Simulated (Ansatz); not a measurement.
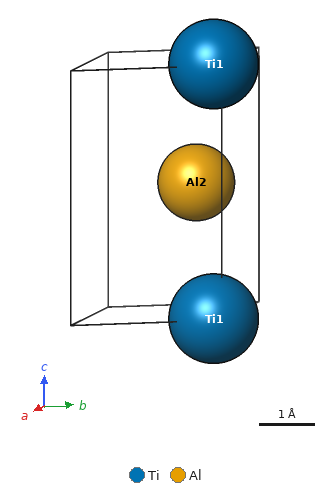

**Figure 1.** The input geometry of the first run (spheres-only view of the cell of the calculation, seen slightly off an axis; atoms are numbered from 1 in the order of the input). An atom can appear more than once, as a periodic image.

# Two runs on TiAl

System: TiAl (Pm, 2 atoms in the cell).
Method of the first run: DFT r2SCAN, scalar-relativistic, plane waves, PAW, no spin polarisation (Ansatz 0.2.0).

The structure derives from a Materials Project entry. Text and figures count atoms from 1; the logs count them from 0 in places.

## Input file, the first run
```yaml
crystal:
  lattice:
    - [2.8672622327, 0.0, 0.0]
    - [-1.4336311163, 2.4831219328, 0.0]
    - [0.0, 0.0, 4.678083]
  atoms:
    - { symbol: Ti, position: [-0.1100248349, -0.0805437693, 0.0] }
    - { symbol: Al, position: [0.3333333333, 0.6666666667, 0.5] }
basis:
  ecutwfc: 500
kpoints:
  mp_grid: { grid: [18, 18, 10] }
hamiltonian:
  xc: r2scan
scf:
  occupations: { method: gaussian, width: 0.15 }
output:
  forces: true
  stress: true
  eigenvalues: true
```

Command:
```bash
ansatz run input.yaml --threads 1 --pin off --max-ram 2560MiB --backend cpu --events-out ev --progress --plain --runs-dir out
```

Hardware: 1 thread of Intel Xeon (Granite Rapids), 192 GiB of memory available, shared host.

## Output, shortened to warnings, some set-up lines, iterations and results (the first run)
```
Basis set: ecut = 500 eV, 833 PW (Γ), exchange–correlation on 96×96×144 points (64 copies of the dense FFT grid, shifted against one another)
Symmetry: 2 space group operations
k-points: 984 of 3240 (time reversal used)
Initial density: superposition of atomic densities (neutral atoms: chi_scale 0, normalization atom), corrected by the library's trained network
[...]
SCF iter   1: F=—  HF=-3045.235734 eV  |F-HF|=—  |Δ(HF+E_count)|=         —  Δρ=1.79e-2  dr2=1.60e-1  dr2_τ=1.43e-2  ethr=1.77e-3  ⟨swp⟩=5.0  Hψ=59506  notcnv=0
SCF iter   2: F=—  HF=-3045.242451 eV  |F-HF|=—  |Δ(HF+E_count)|=   6.72e-3  Δρ=3.74e-3  dr2=3.32e-3  dr2_τ=1.87e-3  ethr=1.07e-3  ⟨swp⟩=2.9  Hψ=29007  notcnv=0  defer=150
SCF iter   3: F=—  HF=-3045.243251 eV  |F-HF|=—  |Δ(HF+E_count)|=   8.00e-4  Δρ=2.01e-3  dr2=8.41e-4  dr2_τ=1.22e-4  ethr=2.22e-5  ⟨swp⟩=2.2  Hψ=16860  notcnv=0  defer=150
SCF iter   4: F=—  HF=-3045.243803 eV  |F-HF|=—  |Δ(HF+E_count)|=   5.52e-4  Δρ=5.60e-4  dr2=2.77e-4  dr2_τ=3.77e-6  ethr=5.61e-6  ⟨swp⟩=3.0  Hψ=18972  notcnv=0  defer=150
SCF iter   5: F=—  HF=-3045.243771 eV  |F-HF|=—  |Δ(HF+E_count)|=   3.20e-5  Δρ=1.45e-4  dr2=7.85e-6  dr2_τ=8.54e-7  ethr=1.85e-6  ⟨swp⟩=2.1  Hψ=13817  notcnv=0  defer=150
SCF iter   6: F=—  HF=-3045.243774 eV  |F-HF|=—  |Δ(HF+E_count)|=   3.06e-6  Δρ=3.06e-5  dr2=1.85e-7  dr2_τ=3.05e-8  ethr=5.23e-8  ⟨swp⟩=2.3  Hψ=14529  notcnv=0  defer=150
SCF iter   7: F=-3045.243774 eV  HF=-3045.243774 eV  |F-HF|=2.48e-9  |Δ(HF+E_count)|=   6.78e-8  Δρ=5.22e-6  dr2=4.21e-9  dr2_τ=4.98e-10  ethr=6.67e-10  ⟨swp⟩=4.8  Hψ=37548  …
SCF 1 converged in 7 iterations: F = -3045.243774 eV  dr2 = 4.21e-9
SCF converged after 7 iterations
Free energy (F): -3045.243774 eV
Harris-Foulkes:  -3045.243774 eV  (|F-HF|=2.48e-9)
Internal energy: -3045.218952 eV  (E = F + TS)
E sigma→0 (E₀):  -3045.231363 eV
Entropy (-TS):   -0.024822 eV (-12.411 meV/atom)
Fermi energy:    10.417646 eV
--- Per-component energies (eV) ---
  E_band       = -183.875648
  E_kinetic    = 295.773294
  E_local      = -1153.665163  (includes V_loc(G=0)·N_el)
  E_nonlocal   = 17.261608
  E_hartree    = 497.104368
  E_xc         = -129.776305
  E_vxc        = -164.113429  (∫ρ·V_xc dr)
  E_paw        = -1530.020285  (= ΣΔE_a)
  E_vpaw       = -183.679018  (= ΣTr[D̂ρ^β])
  E_aug_tail   = 0.000093  (compensation charges beyond the density's cutoff)
  E_vtau       = 10.337401  (kinetic-family band-sum trace: ∫τ·v_τ [+ j·A + Jᵃ·Aᵃ] dr)
  E_ewald      = -1041.582996
  E_core_change = -0.313565  (= ΣΔE_core)
  E_smearing   = -0.024822  (= −TS)
  E_closure    = -0.000000  (closes the sum)
  Σ components = -3045.243774   (vs F -3045.243774, Δ=0.00e0)
--- Forces (eV/Å), atoms counted from 1 ---
  atom   1  Ti     0.60634306     0.40024085     0.00000000
  atom   2  Al    -0.60639361    -0.40027502     0.00000000
  max |Σ_I F_I| component: 5.06e-5 eV/Å
--- Stress (GPa, compression-positive) ---
        2.517692       2.737992       0.000000
        2.737992      -3.727857       0.000000
        0.000000       0.000000       0.310114
  P = ⅓ Tr σ = -0.3000 GPa (-3.000 kbar)
```

The second run used a changed input.

## The two runs side by side

| quantity | the first run | the second run |
| --- | --- | --- |
| outcome | converged | converged |
| free energy per atom (eV) | −1522.6219 | −1522.6491 |
| energy per atom, smearing taken to zero (eV) | −1522.6157 | −1522.6429 |
| gap on the mesh (eV) | 0.00 | 0.00 |
| pressure (GPa) | −0.30 | −0.74 |
| largest force (eV/Å) | 0.727 | 0.426 |
| SCF iterations | 7 | 7 |
| irreducible k-points | 984 | 984 |
| plane waves at Γ | 833 | 833 |
| wall time (shared host) | 33 s | 33 s |

What was changed in the input?

The change (lines with − go, lines with + come):
```diff
-    - { symbol: Ti, position: [-0.1100248349, -0.0805437693, 0.0] }
+    - { symbol: Ti, position: [-0.0697529503, 0.0, 0.0] }
```

With the same functional and potentials, the second run lies 27.3 meV per atom lower. The pressure goes from −0.30 to −0.74 GPa. The largest force goes from 0.727 to 0.426 eV/Å. The number of SCF iterations is the same.

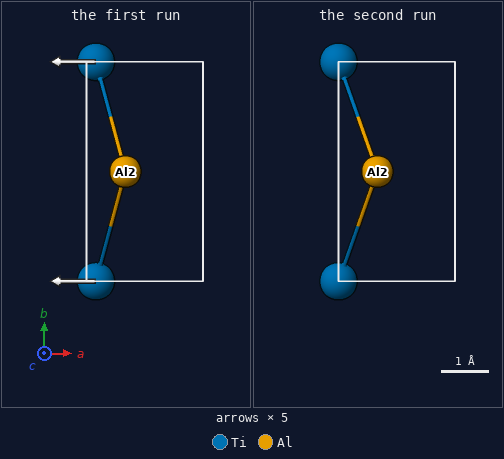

**Figure 2.** The two input geometries at one scale (ball-and-stick view of the cell of the calculation, set on other vectors, along the c axis). The white arrows on the first give the shifts of the atoms relative to the cell, magnified 5 times. The atom that moves furthest is the Ti atom (0.20 Å). Al stays in place. The cell stays as it was. Among the contacts that change: Al–Ti 2.992 → 2.873 Å, Al–Ti 2.718 → 2.771 Å, Al–Ti 2.921 → 2.971 Å.

## Output, shortened to warnings, some set-up lines, iterations and results (the second run)
```
Basis set: ecut = 500 eV, 833 PW (Γ), exchange–correlation on 96×96×144 points (64 copies of the dense FFT grid, shifted against one another)
Symmetry: 2 space group operations
k-points: 984 of 3240 (time reversal used)
Initial density: superposition of atomic densities (neutral atoms: chi_scale 0, normalization atom), corrected by the library's trained network
[...]
SCF iter   1: F=—  HF=-3045.289781 eV  |F-HF|=—  |Δ(HF+E_count)|=         —  Δρ=1.78e-2  dr2=1.54e-1  dr2_τ=1.41e-2  ethr=1.77e-3  ⟨swp⟩=5.0  Hψ=59527  notcnv=0
SCF iter   2: F=—  HF=-3045.296986 eV  |F-HF|=—  |Δ(HF+E_count)|=   7.21e-3  Δρ=3.73e-3  dr2=3.23e-3  dr2_τ=1.82e-3  ethr=1.03e-3  ⟨swp⟩=3.0  Hψ=29251  notcnv=0  defer=147
SCF iter   3: F=—  HF=-3045.297758 eV  |F-HF|=—  |Δ(HF+E_count)|=   7.72e-4  Δρ=1.94e-3  dr2=7.35e-4  dr2_τ=1.13e-4  ethr=2.15e-5  ⟨swp⟩=2.1  Hψ=17057  notcnv=0  defer=147
SCF iter   4: F=—  HF=-3045.298293 eV  |F-HF|=—  |Δ(HF+E_count)|=   5.35e-4  Δρ=4.05e-4  dr2=1.27e-4  dr2_τ=2.19e-6  ethr=4.90e-6  ⟨swp⟩=3.0  Hψ=19461  notcnv=0  defer=147
SCF iter   5: F=—  HF=-3045.298286 eV  |F-HF|=—  |Δ(HF+E_count)|=   6.74e-6  Δρ=1.49e-4  dr2=1.73e-5  dr2_τ=7.00e-7  ethr=8.49e-7  ⟨swp⟩=2.0  Hψ=14409  notcnv=0  defer=147
SCF iter   6: F=—  HF=-3045.298285 eV  |F-HF|=—  |Δ(HF+E_count)|=   1.51e-6  Δρ=3.53e-5  dr2=6.19e-7  dr2_τ=2.83e-8  ethr=1.15e-7  ⟨swp⟩=1.5  Hψ=12763  notcnv=0  defer=147
SCF iter   7: F=-3045.298285 eV  HF=-3045.298285 eV  |F-HF|=3.61e-10  |Δ(HF+E_count)|=   1.30e-8  Δρ=5.07e-6  dr2=6.72e-9  dr2_τ=5.64e-10  ethr=6.67e-10  ⟨swp⟩=5.0  Hψ=39670  …
SCF 1 converged in 7 iterations: F = -3045.298285 eV  dr2 = 6.72e-9
SCF converged after 7 iterations
Free energy (F): -3045.298285 eV
Harris-Foulkes:  -3045.298285 eV  (|F-HF|=3.61e-10)
Internal energy: -3045.273121 eV  (E = F + TS)
E sigma→0 (E₀):  -3045.285703 eV
Entropy (-TS):   -0.025164 eV (-12.582 meV/atom)
Fermi energy:    10.420277 eV
--- Per-component energies (eV) ---
  E_band       = -183.946155
  E_kinetic    = 295.680201
  E_local      = -1153.103272  (includes V_loc(G=0)·N_el)
  E_nonlocal   = 17.177867
  E_hartree    = 496.840338
  E_xc         = -129.770536
  E_vxc        = -164.094803  (∫ρ·V_xc dr)
  E_paw        = -1529.977432  (= ΣΔE_a)
  E_vpaw       = -183.614527  (= ΣTr[D̂ρ^β])
  E_aug_tail   = 0.000093  (compensation charges beyond the density's cutoff)
  E_vtau       = 10.329306  (kinetic-family band-sum trace: ∫τ·v_τ [+ j·A + Jᵃ·Aᵃ] dr)
  E_ewald      = -1041.806814
  E_core_change = -0.313565  (= ΣΔE_core)
  E_smearing   = -0.025164  (= −TS)
  E_closure    = 0.000000  (closes the sum)
  Σ components = -3045.298285   (vs F -3045.298285, Δ=0.00e0)
--- Forces (eV/Å), atoms counted from 1 ---
  atom   1  Ti     0.41264521     0.10486773     0.00000000
  atom   2  Al    -0.41269155    -0.10487916     0.00000000
  max |Σ_I F_I| component: 4.63e-5 eV/Å
--- Stress (GPa, compression-positive) ---
       -0.704863       3.207194       0.000000
        3.207194      -0.325640       0.000000
        0.000000       0.000000      -1.183100
  P = ⅓ Tr σ = -0.7379 GPa (-7.379 kbar)
```
